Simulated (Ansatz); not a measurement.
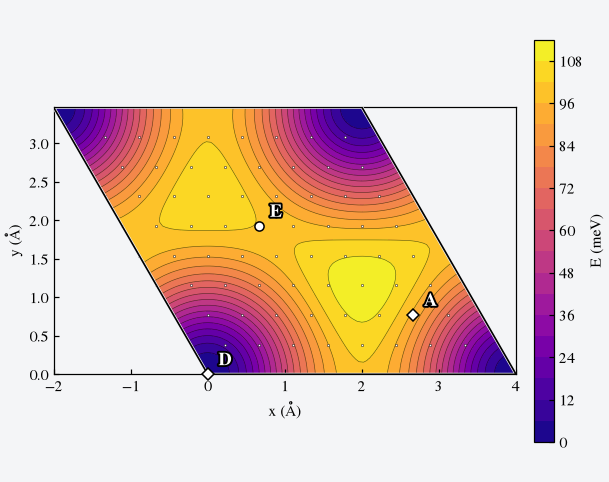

H on an AlAs(111) slab cut from the F-43m phase, its upper half relaxed before the scan (4 atoms of substrate and one adsorbate in a 1 × 1 cell). H is moved over the surface cell at a fixed height above a rigid substrate; the origin of the map has the adsorbate above Al4; the height is held at 3.10 Å. Places are given modulo a cell vector. The map is drawn in real space over the plane of the surface. Grid: 9 × 9 points; 19 points were computed and 62 follow by symmetry. Energies: meV, counted from the lowest grid point. With one adsorbate in each 1 × 1 cell, its nearest image is 4.0 Å away, so neighbouring adsorbates interact. At a fixed height the lowest place need not be the adsorption site. Method: DFT PBE+D3(BJ), scalar-relativistic, plane waves, PAW (Ansatz). Settings: cutoff 420 eV, k-mesh 9×9×1, gaussian smearing 0.05 eV, spin-polarised.

The picture shows filled contours, dots at the grid points, the outline of one cell of the plane, lettered points. Between grid points the surface is interpolated.

Is E the lowest point of the computed grid?

Answer. No. E lies 102 meV above the lowest grid point, which is at the top site over a surface Al atom, (0/9, 0/9) of the cell vectors.

What kind of point is each of A, D: minimum, saddle, maximum or slope?

Answer. A: on a slope; D: minimum. (In these two coordinates alone; a stationary point may lie a little off the grid point.)

Rank the lettered points by energy, lowest first.

Answer. D (0 meV), A (94 meV), E (102 meV).

PAW datasets: the set soft_1.
